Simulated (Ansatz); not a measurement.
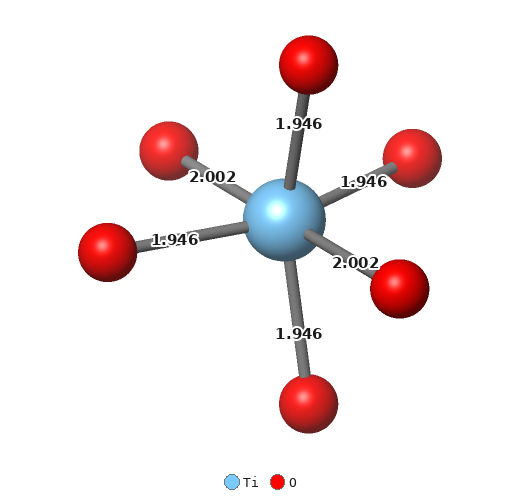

The surroundings of site Ti1 (at 0.000, 0.000, 0.000) in TiO₂ (I4_1/amd, No. 141), with bond lengths in Å.

Source of the atomic positions: coordinates from a relaxation with DFT PBE, scalar-relativistic, plane waves, PAW in Ansatz 0.2.0.

```yaml
crystal:
  lattice:
    - [3.79920, 0.00000, 0.00000]
    - [0.00000, 3.79920, 0.00000]
    - [0.00000, 0.00000, 9.69775]
  atoms:
    - { symbol: Ti, position: [0.00000, 0.00000, 0.00000] }
    - { symbol: Ti, position: [0.00000, 0.50000, 0.25000] }
    - { symbol: O, position: [0.00000, 0.50000, 0.45648] }
    - { symbol: O, position: [0.00000, 0.00000, 0.20648] }
    - { symbol: O, position: [0.00000, 0.50000, 0.04352] }
    - { symbol: O, position: [0.50000, 0.50000, 0.29352] }
    - { symbol: Ti, position: [0.50000, 0.50000, 0.50000] }
    - { symbol: Ti, position: [0.50000, 0.00000, 0.75000] }
    - { symbol: O, position: [0.50000, 0.00000, 0.95648] }
    - { symbol: O, position: [0.50000, 0.50000, 0.70648] }
    - { symbol: O, position: [0.50000, 0.00000, 0.54352] }
    - { symbol: O, position: [0.00000, 0.00000, 0.79352] }
```

Bond valence s = exp((R0 − d)/b), R0 fitted to published crystal structures with b = 0.37 Å, summed over all anions within 5 Å; R0 in Å: Ti3+–O 1.778; Ti4+–O 1.801.

Which oxidation state of Ti do these bonds support?

With the Ti3+ parameters the computed sum is 4 × 0.635 + 2 × 0.546 = 3.63. With the Ti4+ parameters the computed sum is 4 × 0.676 + 2 × 0.581 = 3.86. The sum matches its own assumption best for Ti4+, which also balances the formula's charge.

And over the whole structure?

```json
{"site": "Ti1", "x, y, z": "0.000, 0.000, 0.000", "formal valence": "+4", "bond-valence sum": "3.91", "difference": "-0.09"}
{"site": "O1", "x, y, z": "0.000, 0.500, 0.456", "formal valence": "−2", "bond-valence sum": "1.96", "difference": "-0.04"}
```

These sums include all anions within 5 Å. The global instability index (root mean square of the differences over all atoms) is 0.06 v.u.: little strain. Cells relaxed with PBE tend to have slightly long bonds, which lowers the sums.
